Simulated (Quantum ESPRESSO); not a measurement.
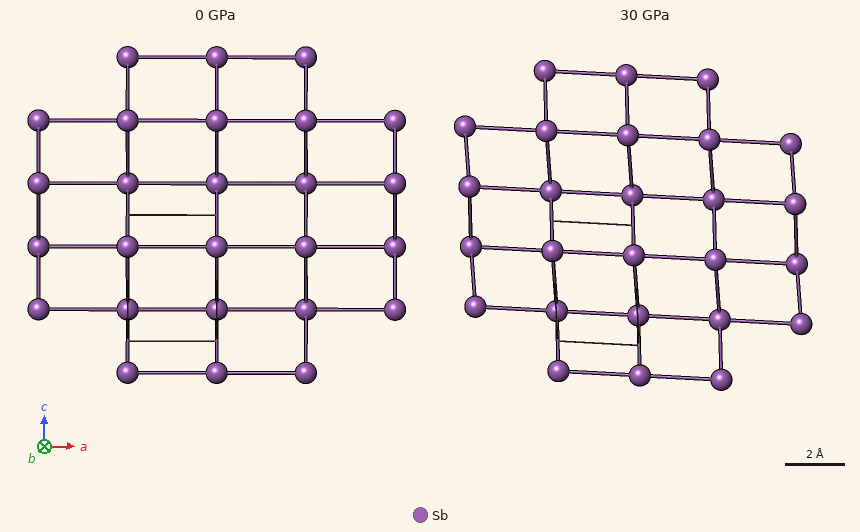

A crystal of Sb (set up in P2_1/m), relaxed (cell and atoms) at several target pressures. The picture shows the first and the last member. The picture is a ball-and-stick view of the cell of the calculation, repeated 2 × 1 × 2 with one cell outlined, seen along the b axis.

Computed with Quantum ESPRESSO 7.5: PBEsol, GBRV 1.5 PBEsol. Set-up: plane-wave cutoff 707.5 eV; k-point mesh 8 × 5 × 5; occupations fermi-dirac; smearing width 0.05 eV; no spin polarisation.

| pressure (GPa) | volume (Å³/atom) | a (Å) | b (Å) | c (Å) |
| --- | --- | --- | --- | --- |
| 0 | 28.681 | 3.060 | 4.328 | 4.330 |
| 2 | 27.870 | 3.032 | 4.286 | 4.290 |
| 5 | 26.858 | 2.994 | 4.235 | 4.236 |
| 10 | 25.451 | 2.932 | 4.261 | 4.079 |
| 20 | ? | ? | ? | ? |
| 30 | 21.974 | 2.802 | 3.820 | 4.129 |

One row is withheld. What does the calculation give there?

Murnaghan's form V = V₀(1 + B′P/B₀)^(−1/B′), with V₀ = 28.681 Å³ from the row at zero pressure, fits the other rows with B₀ = 67.1 GPa and B′ = 3.61 (largest miss 0.010 Å³). At 20 GPa it gives 28.681 × (1 + 3.61 × 20/67.1)^(−1/3.61) = 23.427 Å³ per atom. The calculation gives 23.374 Å³/atom (a = 2.860 Å, b = 3.935 Å, c = 4.174 Å). The estimate is 0.053 Å³/atom too high. From the first member to the last: Sb–Sb 3.060 → 2.802 Å.

The whole series:

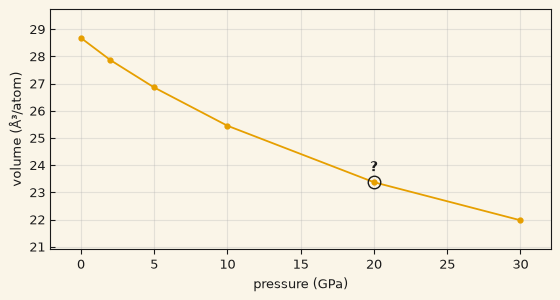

Each member starts from this one structure; whether another phase lies lower wasn't checked.
